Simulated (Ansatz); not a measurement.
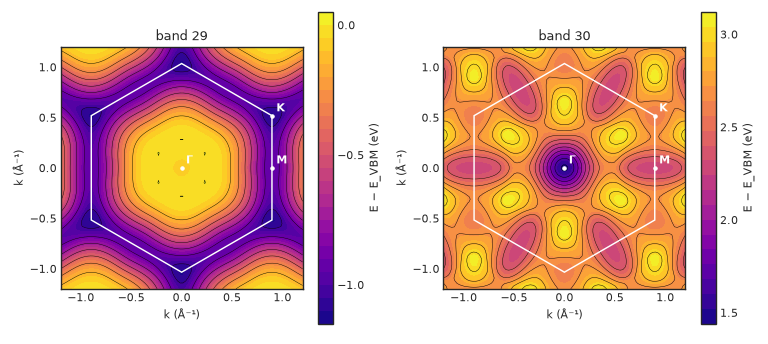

Two bands of one free-standing InSe layer cut from the bulk crystal (space group of the slab cell P-6m2) over the plane of the sheet: the highest mostly filled and the lowest mostly empty one.

These are results of DFT PBE, scalar-relativistic, plane waves, PAW; levels and slopes on a dense k mesh at the converged density (Ansatz 0.2.0), not measurements. No spin polarisation. The levels come from a k mesh of 60×60×1 points. Cell and positions as given, without relaxation. The cell comes from a database of computed structures, not from a measurement.

Give both levels and their distance at the named points.

| point | lower band (eV) | upper band (eV) | distance (eV) |
| --- | --- | --- | --- |
| Γ | −0.08 | 1.48 | 1.55 |
| K | −1.11 | 2.58 | 3.69 |
| M | −0.95 | 2.27 | 3.22 |

Where are the band edges of the whole zone?

The valence band has six equivalent maxima on the K–Γ line, nearly flat in one direction, with mass 2.05 mₑ across; the conduction band has one minimum at Γ, mass 0.18 mₑ in all directions. The gap is indirect, 1.47 eV at this level of theory, which underestimates gaps and can reorder valleys that lie close.

Spin-orbit coupling, left out here, can change the gap, its kind, the place of the band edges and the masses, since the compound holds In and Se.
